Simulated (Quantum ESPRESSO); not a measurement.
# SrO (Fm-3m): from the cell to the phonon bands, part 2 of 5

How does SrO (Fm-3m) vibrate, and is this structure a minimum?

Quantum ESPRESSO 7.5; DFT PBE, scalar-relativistic, plane waves, PseudoDojo norm-conserving pseudopotentials.

So far. Step 2 (A probe with smearing): A gap of 3.3 eV opens on this mesh, so the crystal is taken as an insulator; the start stands at 3.1 GPa. Step 4 (Self-consistent run for the response): The cell stands at 0.005 GPa, close enough for phonons.

The database entry behind the starting cell differs from later determinations by our own check (about 0.5 % short), so it need not match the best structure at ambient conditions.

## (5) Phonons on a q mesh

Linear response treats each wavevector in the unit cell, with no supercell; the 4×4×4 mesh fixes the range of the force constants to be had.

The input, ph.in:

```
phonons
&INPUTPH
  prefix = 'x'
  outdir = './tmp'
  fildyn = 'x.dyn'
  tr2_ph = 1.0d-18
  epsil  = .true.
  ldisp  = .true.
  nq1    = 4
  nq2    = 4
  nq3    = 4
/
```

The run is started by

```bash
$ OMP_NUM_THREADS=1 mpirun -n 4 ph.x -nk 4 -in ph.in > ph.out
```

Numbers of over 12 decimals in the logs are rounded to 6 here.

Output:

```text
[banners, grids, parts of the stress and lines that vanish by symmetry left out]
[banner, memory and clock lines left out]
Program PHONON v.7.5

[...]
Exchange-correlation= PBE
                           (   1   4   3   4   0   0   0)
[...]
(   8 q-points):
[...]
kinetic-energy cut-off    =      92.0000  Ry
     charge density cut-off    =     368.0000  Ry
     convergence threshold     =      1.0E-18
[...]
Exchange-correlation= PBE
                           (   1   4   3   4   0   0   0)
[...]
q = (   0.0000000   0.0000000   0.0000000 )
     49 Sym.Ops. (with q -> -q+G )
     G cutoff =  448.5293  (  27989 G-vectors)     FFT grid: ( 45, 45, 45)
     number of k points=    29
[...]
Mode symmetry, O_h (m-3m)  point group:
[...]
Dielectric constant
[...]
End of electric fields calculation
          Dielectric constant in cartesian axis
          (       3.772993617      -0.000000000      -0.000000000 )
          (       0.000000000       3.772993617       0.000000000 )
          (      -0.000000000       0.000000000       3.772993617 )
          Effective charges (d Force / dE) in cartesian axis without acoustic sum rule applied (asr)
           atom    1  Sr    Mean Z*:        2.43776
      Ex  (        2.43776       -0.00000        0.00000 )
      Ey  (        0.00000        2.43776       -0.00000 )
      Ez  (        0.00000       -0.00000        2.43776 )
           atom    2  O     Mean Z*:       -2.43794
      Ex  (       -2.43794        0.00000        0.00000 )
      Ey  (        0.00000       -2.43794       -0.00000 )
      Ez  (        0.00000       -0.00000       -2.43794 )
          Effective charges Sum: Mean:       -0.00018
[...]
Effective charges (d Force / dE) in cartesian axis with asr applied:
           atom    1  Sr    Mean Z*:        2.43785
[...]
atom    2  O     Mean Z*:       -2.43785
[...]
Representation #   1 modes #   1   2   3
[...]
End of self-consistent calculation
     Convergence has been achieved
     Representation #   2 modes #   4   5   6
[...]
End of self-consistent calculation
     Convergence has been achieved
[...]
Dielectric constant in cartesian axis
          (       3.772993617      -0.000000000      -0.000000000 )
          (       0.000000000       3.772993617       0.000000000 )
          (      -0.000000000       0.000000000       3.772993617 )
          Effective charges (d Force / dE) in cartesian axis without acoustic sum rule applied (asr)
           atom    1  Sr    Mean Z*:        2.43776
      Ex  (        2.43776       -0.00000        0.00000 )
      Ey  (        0.00000        2.43776       -0.00000 )
      Ez  (        0.00000       -0.00000        2.43776 )
           atom    2  O     Mean Z*:       -2.43794
      Ex  (       -2.43794        0.00000        0.00000 )
      Ey  (        0.00000       -2.43794       -0.00000 )
      Ez  (        0.00000       -0.00000       -2.43794 )
          Effective charges Sum: Mean:       -0.00018
[...]
Effective charges (d Force / dE) in cartesian axis with asr applied:
           atom    1  Sr    Mean Z*:        2.43785
[...]
atom    2  O     Mean Z*:       -2.43785
[...]
Effective charges (d P / du) in cartesian axis
[...]
q = (    0.000000000   0.000000000   0.000000000 )
[...]
freq (    1) =       0.147597 [THz] =       4.923306 [cm-1]
     freq (    2) =       0.147597 [THz] =       4.923306 [cm-1]
     freq (    3) =       0.147597 [THz] =       4.923306 [cm-1]
     freq (    4) =       5.706498 [THz] =     190.348287 [cm-1]
     freq (    5) =       5.706498 [THz] =     190.348287 [cm-1]
     freq (    6) =       5.706498 [THz] =     190.348287 [cm-1]
[...]
Mode symmetry, O_h (m-3m)  point group:
     freq (   1-   3) =          4.9  [cm-1]   --> T_1u G_15  G_4- I
     freq (   4-   6) =        190.3  [cm-1]   --> T_1u G_15  G_4- I
[...]
Mode symmetry, C_3v (3m)   point group:
[...]
Representation #   1 mode #   1
[...]
End of self-consistent calculation
     Convergence has been achieved
     Representation #   2 mode #   2
[...]
End of self-consistent calculation
     Convergence has been achieved
     Representation #   3 modes #   3   4
[...]
Convergence has been achieved
     Representation #   4 modes #   5   6
[...]
Convergence has been achieved
[...]
q = (   -0.176776695   0.176776695  -0.176776695 )
[...]
freq (    1) =       2.266849 [THz] =      75.613935 [cm-1]
     freq (    2) =       2.266849 [THz] =      75.613935 [cm-1]
     freq (    3) =       4.443296 [THz] =     148.212387 [cm-1]
     freq (    4) =       6.798406 [THz] =     226.770429 [cm-1]
     freq (    5) =       6.798406 [THz] =     226.770429 [cm-1]
     freq (    6) =      13.021872 [THz] =     434.362894 [cm-1]
[...]
Mode symmetry, C_3v (3m)   point group:
     freq (   1-   2) =         75.6  [cm-1]   --> E    L_3
     freq (   3-   3) =        148.2  [cm-1]   --> A_1  L_1
     freq (   4-   5) =        226.8  [cm-1]   --> E    L_3
     freq (   6-   6) =        434.4  [cm-1]   --> A_1  L_1
[...]
Mode symmetry, D_3d (-3m)  point group:
[...]
Representation #   1 mode #   1
[...]
Convergence has been achieved
     Representation #   2 modes #   2   3
[...]
Convergence has been achieved
     Representation #   3 mode #   4
[...]
Convergence has been achieved
     Representation #   4 modes #   5   6
[...]
Convergence has been achieved
[...]
q = (    0.353553391  -0.353553391   0.353553391 )
[...]
freq (    1) =       2.960272 [THz] =      98.744030 [cm-1]
     freq (    2) =       2.960272 [THz] =      98.744030 [cm-1]
[...]
Mode symmetry, D_3d (-3m)  point group:
     freq (   1-   2) =         98.7  [cm-1]   --> E_g  L_3
     freq (   3-   3) =        222.9  [cm-1]   --> A_1g L_1
     freq (   4-   5) =        257.9  [cm-1]   --> E_u  L_3'
     freq (   6-   6) =        414.1  [cm-1]   --> A_2u L_2'
[...]
Mode symmetry, C_4v (4mm)  point group:
[...]
Convergence has been achieved
[...]
Convergence has been achieved
[...]
Convergence has been achieved
[...]
Convergence has been achieved
[...]
q = (    0.000000000   0.353553391   0.000000000 )
[...]
Mode symmetry, C_4v (4mm)  point group:
     freq (   1-   2) =         90.2  [cm-1]   --> E    G_5 D_5
     freq (   3-   3) =        145.6  [cm-1]   --> A_1  G_1 D_1
     freq (   4-   5) =        212.9  [cm-1]   --> E    G_5 D_5
     freq (   6-   6) =        397.3  [cm-1]   --> A_1  G_1 D_1
[...]
Mode symmetry, C_s (m)     point group:
[...]
q = (    0.530330086  -0.176776695   0.530330086 )
[...]
Mode symmetry, C_s (m)     point group:
     freq (   1-   1) =        111.9  [cm-1]   --> A''
     freq (   2-   2) =        132.0  [cm-1]   --> A'
     freq (   3-   3) =        186.4  [cm-1]   --> A'
     freq (   4-   4) =        241.2  [cm-1]   --> A''
     freq (   5-   5) =        266.4  [cm-1]   --> A'
     freq (   6-   6) =        358.1  [cm-1]   --> A'
[...]
Mode symmetry, C_2v (mm2)  point group:
[...]
q = (    0.353553391   0.000000000   0.353553391 )
[...]
Mode symmetry, C_2v (mm2)  point group:
     freq (   1-   1) =         97.6  [cm-1]   --> B_1  D_3  S_3
     freq (   2-   2) =        132.9  [cm-1]   --> B_2  D_4  S_4
     freq (   3-   3) =        181.0  [cm-1]   --> A_1  D_1  S_1
     freq (   4-   4) =        247.6  [cm-1]   --> B_2  D_4  S_4
     freq (   5-   5) =        254.2  [cm-1]   --> B_1  D_3  S_3
     freq (   6-   6) =        392.4  [cm-1]   --> A_1  D_1  S_1
[...]
Mode symmetry, D_4h(4/mmm) point group:
[...]
Convergence has been achieved
[...]
Convergence has been achieved
[...]
Convergence has been achieved
[...]
Convergence has been achieved
[...]
q = (    0.000000000  -0.707106781   0.000000000 )
[...]
freq (    5) =       6.685507 [THz] =     223.004521 [cm-1]
     freq (    6) =       9.177409 [THz] =     306.125400 [cm-1]
[...]
Mode symmetry, D_4h(4/mmm) point group:
     freq (   1-   2) =        122.6  [cm-1]   --> E_u  X_5' M_5'
     freq (   3-   3) =        177.6  [cm-1]   --> A_2u X_4' M_4'
     freq (   4-   5) =        223.0  [cm-1]   --> E_u  X_5' M_5'
     freq (   6-   6) =        306.1  [cm-1]   --> A_2u X_4' M_4'
[...]
Mode symmetry, D_2d (-42m) point group:
[...]
Representation #   1 mode #   1
[...]
Convergence has been achieved
     Representation #   2 mode #   2
[...]
Convergence has been achieved
     Representation #   3 modes #   3   4
[...]
End of self-consistent calculation
     Convergence has been achieved
     Representation #   4 modes #   5   6
[...]
End of self-consistent calculation
     Convergence has been achieved
[...]
q = (   -0.353553391  -0.707106781   0.000000000 )
[...]
freq (    1) =       4.188201 [THz] =     139.703353 [cm-1]
     freq (    2) =       4.728326 [THz] =     157.719989 [cm-1]
     freq (    3) =       4.728326 [THz] =     157.719989 [cm-1]
     freq (    4) =       8.134682 [THz] =     271.343784 [cm-1]
     freq (    5) =       8.134682 [THz] =     271.343784 [cm-1]
     freq (    6) =       9.115275 [THz] =     304.052842 [cm-1]
[...]
Mode symmetry, D_2d (-42m) point group:
     freq (   1-   1) =        139.7  [cm-1]   --> A_1  X_1  W_1
     freq (   2-   3) =        157.7  [cm-1]   --> E    X_5  W_3
     freq (   4-   5) =        271.3  [cm-1]   --> E    X_5  W_3
     freq (   6-   6) =        304.1  [cm-1]   --> B_2  X_3  W_2
```

It took 58 min on 4 MPI ranks of Arm Neoverse V1, shared host; 3.9 h of CPU time.

This step gave:

```
miss of the charge sum rule                                        : 1.80e-4 e
largest acoustic frequency at the zone centre before the sum rule  : 4.92 cm⁻¹
highest optical zone-centre mode (no LO-TO term)                   : 190.3 cm⁻¹
lowest optical zone-centre mode                                    : 190.3 cm⁻¹
mean high-frequency dielectric constant                            : 3.773
largest Born charge in size (third of the trace)                   : 2.438 e
lowest mode on the q mesh (acoustic ones at the zone centre apart) : 75.61 cm⁻¹
```

Frequencies (cm⁻¹) at each irreducible wavevector; negative means imaginary. Frequencies by wavevector:

```tsv
q (fractions)	star	mode 1	mode 2	mode 3	mode 4	mode 5	mode 6
0 0 0	1	4.92	4.92	4.92	190.3	190.3	190.3
0 0 0.25	8	75.61	75.61	148.2	226.8	226.8	434.4
0 0 -0.5	4	98.74	98.74	222.9	257.9	257.9	414.1
0 0.25 0.25	6	90.16	90.16	145.6	212.9	212.9	397.4
0 0.25 -0.5	24	111.8	132	186.4	241.2	266.4	358.1
0 0.25 -0.25	12	97.59	132.9	181	247.6	254.2	392.4
0 -0.5 -0.5	3	122.6	122.6	177.6	223	223	306.1
0.25 -0.5 -0.25	6	139.7	157.7	157.7	271.3	271.3	304.1
```

Born charge (rows field, columns displacement), before the sum rule (e), principal values of the symmetric part by kind of site:

```tsv
atom	atoms with these values	low	middle	high	mean
Sr1	1	2.44	2.44	2.44	2.44
O2	1	-2.44	-2.44	-2.44	-2.44
```

In full for O2:

```
-2.44  0.00  0.00
 0.00 -2.44  0.00
 0.00  0.00 -2.44
```

High-frequency dielectric tensor:

```
3.77 0.00 0.00
0.00 3.77 0.00
0.00 0.00 3.77
```

The acoustic modes at Γ come out as far as 4.9 cm⁻¹ from zero, where they should vanish, a small numerical error; the Born charges miss their sum rule by 1.8e-4 e, which is good.

## (6) Force constants in real space

The dynamical matrices of the mesh are Fourier-transformed to force constants in real space, after the long-range dipole part is taken out.

The input, q2r.in:

```
&INPUT
  fildyn = 'x.dyn'
  zasr   = 'simple'
  flfrc  = 'x.fc'
/
```

The run is started by

```bash
$ q2r.x < q2r.in > q2r.out
```

Output:

```text
[banners, grids, parts of the stress and lines that vanish by symmetry left out]
[banner, memory and clock lines left out]
Program Q2R v.7.5

  reading grid info from file x.dyn0

  reading force constants from file x.dyn1
 macroscopic fields = T
   3.77299   0.00000  -0.00000
  -0.00000   3.77299   0.00000
[...]
na=            1
[...]
na=            2
[...]
0.00000  -2.43794  -0.00000
   0.00000  -0.00000  -2.43794
  alpha Ewald:    1.218830
  nqs=            1
 q=   0.00000000  0.00000000  0.00000000
  reading force constants from file x.dyn2
  alpha Ewald:    1.218830
  nqs=            8
 q=  -0.17677670  0.17677670 -0.17677670
[...]
reading force constants from file x.dyn7
  alpha Ewald:    1.218830
  nqs=            3
[...]
reading force constants from file x.dyn8
  alpha Ewald:    1.218830
  nqs=            6
[...]
q=  -0.70710678 -0.35355339 -0.00000000
 q=   0.00000000 -0.35355339 -0.70710678

      q-space grid ok, #points =   64

      fft-check warning: sum of imaginary terms = 4.866979E-09
```

It took 0.49 s on 1 thread.

## (7) Interpolated phonon bands

From the force constants any wavevector is cheap; points of the mesh come back as solved, but for the sum rule and, in polar crystals, the LO-TO term at Γ; the rest is interpolation.

The input, matdyn.in:

```
&INPUT
  asr              = 'simple'
  flfrc            = 'x.fc'
  flfrq            = 'x.freq'
  flvec            = 'x.modes'
  q_in_band_form   = .true.
  q_in_cryst_coord = .true.
/
8
  0.0000000   0.0000000   0.0000000  12  ! GAMMA
  0.0000000   0.5000000   0.5000000  12  ! X
  0.0000000   0.6250000   0.3750000   1  ! U
 -0.3750000   0.3750000   0.0000000  12  ! K
  0.0000000   0.0000000   0.0000000  12  ! GAMMA
  0.0000000   0.5000000  -0.0000000  12  ! L
 -0.2500000   0.5000000   0.2500000  12  ! W
  0.0000000   0.5000000   0.5000000   1  ! X
```

The run is started by

```bash
$ matdyn.x -in matdyn.in > matdyn.out
```

Output:

```text
[banner, memory and clock lines left out]
Program MATDYN v.7.5

 mass for atomic type   1 not given; uses mass from file x.fc
 mass for atomic type   2 not given; uses mass from file x.fc
```

The job ended after 0.5 s (1 thread).

Numbers from this step:

| Quantity | Value |
| --- | --- |
| lowest frequency on the path | 0 cm⁻¹ |

Matdyn.x, sum rule simple. Phonon branches along the path, in cm⁻¹:

```tsv
point	branch 1	branch 2	branch 3	branch 4	branch 5	branch 6
Γ	0	0	0	190	190	447
X	123	123	178	223	223	306
U	118	162	167	241	289	313
jump to K	118	162	167	241	289	313
Γ	0	0	0	190	190	447
L	99	99	223	258	258	414
W	140	158	158	271	271	304
X	123	123	178	223	223	306
```

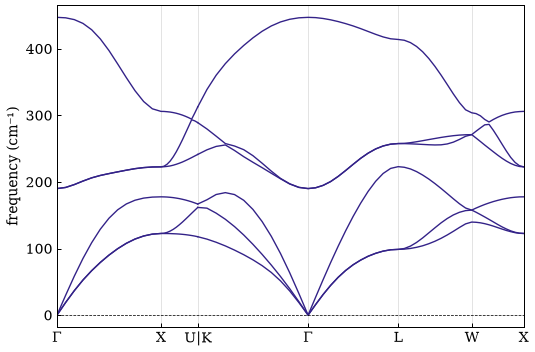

Phonon branches along the path.

All branches are real along the path.

## (8) Density of states

Sums over the zone need many more wavevectors than were solved, so the interpolation is sampled on a dense mesh.

The input, matdyn.in:

```
&INPUT
  asr    = 'simple'
  flfrc  = 'x.fc'
  dos    = .true.
  fldos  = 'x.dos'
  nk1    = 15
  nk2    = 15
  nk3    = 15
  deltaE = 1.0
/
```

The run is started by

```bash
$ matdyn.x -in matdyn.in > matdyn.out
```

Output:

```text
[banner, memory and clock lines left out]
Program MATDYN v.7.5

 mass for atomic type   1 not given; uses mass from file x.fc
 mass for atomic type   2 not given; uses mass from file x.fc
```

Elapsed: 4.1 s, on 1 thread.

This step gave:

| Item | Value |
| --- | --- |
| share of modes beyond 3i cm⁻¹ on the dense interpolated mesh | 0 |
| zero-point energy per atom | 39.13 meV |
| heat capacity at 300 K | 22.64 J/(mol atoms K) |
| vibrational entropy at 300 K | 28.64 J/(mol atoms K) |

The phonon density of states has structure finer than the step of the table below, so its rows give means over 25 cm⁻¹, whole bins alone (the curve runs from 0 to 448 cm⁻¹). Peaks (cm⁻¹: height): total 122.0: 0.0401, 176.0: 0.0517, 254.0: 0.0682, 412.0: 0.0104; O 254.0: 0.0678, 412.0: 0.0098; Sr 122.0: 0.0395, 176.0: 0.0495.

Tetrahedra. Phonon density of states against wavenumber; means over each step; values in 1/cm⁻¹/cell:

```tsv
wavenumber (cm⁻¹)	total	O	Sr
25	3.4e-4	4.7e-5	3.0e-4
50	0.00220	2.3e-4	0.00197
75	0.00828	4.9e-4	0.00779
100	0.0302	5.9e-4	0.0296
125	0.0312	4.5e-4	0.0308
150	0.0144	4.0e-4	0.0140
175	0.0232	9.7e-4	0.0223
200	0.0126	0.00341	0.00920
225	0.0220	0.0203	0.00165
250	0.0421	0.0418	3.5e-4
275	0.0131	0.0130	1.7e-4
300	0.00256	0.00249	7.2e-5
325	0.00559	0.00547	1.3e-4
350	0.00663	0.00647	1.6e-4
375	0.00808	0.00782	2.6e-4
400	0.00964	0.00918	4.5e-4
425	0.00646	0.00585	6.1e-4
```

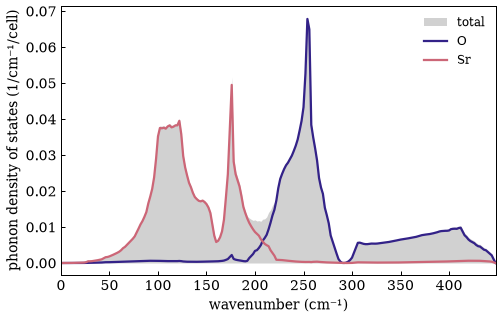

Phonon density of states, plotted against wavenumber.

Harmonic thermodynamic functions per atom, summed over the density of states scaled to three modes an atom; melting is ignored. Thermodynamic functions:

```tsv
T (K)	F_vib (meV/atom)	S (J/mol-atom/K)	C_V (J/mol-atom/K)
0	39.13	0	0
50	38.87	1.989	4.988
100	36.31	8.103	13.06
200	21.54	19.88	20.31
300	-3.83	28.64	22.64
400	-37.1	35.3	23.59
500	-76.53	40.62	24.06
600	-121	45.03	24.32
700	-169.7	48.79	24.48
800	-221.9	52.07	24.59
900	-277.4	54.97	24.66
1000	-335.8	57.57	24.72
```

At 300 K the heat capacity has reached 91 % of the Dulong-Petit value.

## (9) Zone-centre analysis

A rigid shift of the crystal must cost nothing, but grids and finite bases break this; the acoustic sum rule is imposed before the matrix is diagonalised again. With Born charges the intensities follow, and the static dielectric tensor.

The input, dynmat.in:

```
&INPUT
  fildyn = 'x.dyn1'
  asr    = 'simple'
  fileig = 'dynmat.eig'
  lperm  = .true.
/
```

The run is started by

```bash
$ dynmat.x -in dynmat.in > dynmat.out
```

Output:

```text
[banner, memory and clock lines left out]
Program DYNMAT v.7.5

     Reading Dynamical Matrix from file x.dyn1
     ...Force constants read
     ...epsilon and Z* read
     A direction for q was not specified:TO-LO splitting will be absent

     Polarizability (A^3 units)
     multiply by 0.519661 for Clausius-Mossotti correction
         7.717587    0.000000   -0.000000
        -0.000000    7.717587    0.000000
        -0.000000    0.000000    7.717587

     IR activities are in (D/A)^2/amu units

# mode   [cm-1]    [THz]      IR
    1     -0.00   -0.0000    0.0000
    2      0.00    0.0000    0.0000
    3      0.00    0.0000    0.0000
    4    189.99    5.6956   10.1351
    5    189.99    5.6956   10.1351
    6    189.99    5.6956   10.1351

Electronic dielectric permittivity tensor (relative, adimensional)
         3.772994    0.000000   -0.000000
        -0.000000    3.772994    0.000000
        -0.000000    0.000000    3.772994

 ... with zone-center polar mode contributions
        20.896657   -0.000000    0.000000
        -0.000000   20.896657    0.000000
         0.000000    0.000000   20.896657
```

Wall time 0.46 s (1 thread).

Numbers from this step:

* highest optical zone-centre mode (no LO-TO term): 190.0 cm⁻¹
* lowest optical zone-centre mode: 190.0 cm⁻¹
* mean static dielectric constant: 20.90

Unit eigenvectors of the mass-weighted matrix after the sum rule; no LO-TO term. Modes at Γ, with each element's share of the kinetic energy:

```tsv
mode	frequency (cm⁻¹)	symmetry	Sr %	O %
1	0.0	acoustic	85	15
2	0.0	acoustic	85	15
3	0.0	acoustic	85	15
4	190.0	T1u	15	85
5	190.0	T1u	15	85
6	190.0	T1u	15	85
```

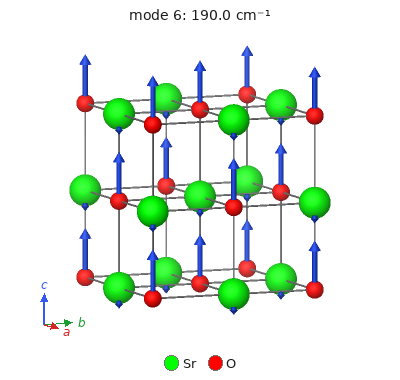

Displacement patterns of mode 6 at Γ; arrows are exaggerated. Some periodic images of atoms are drawn too.

Degenerate modes summed, no LO-TO term. Infrared lines, with heights relative to the strongest:

```tsv
position (cm⁻¹)	lines merged	label	IR intensity, relative
190	3	T1u	100
```

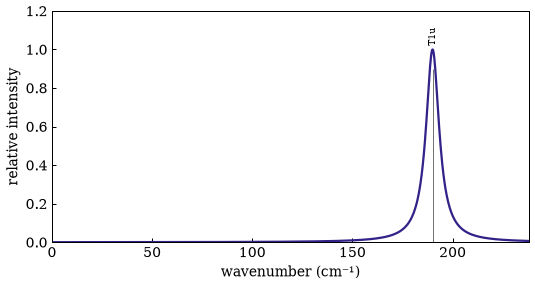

The infrared spectrum, broadened with Lorentzians of width 8 cm⁻¹; bars mark the lines.

Static dielectric tensor (ions relaxed, fixed cell):

```
20.90  0.00  0.00
 0.00 20.90  0.00
 0.00  0.00 20.90
```

The rule also moves an optical mode by 0.4 cm⁻¹.

(Part 2 of 5 ends here.)

[Host names and launcher messages were left out of these logs when they were recorded.]

[Logs are printed without paths, hosts, clocks, repeated set-up lines and the standing remarks that a program may print on its own settings, such as how far it seeks lower states.]

[Hosts, paths, dates, database ids (printed as entryN), source tags and the programs' standing remarks are cut or masked in the printed files.]
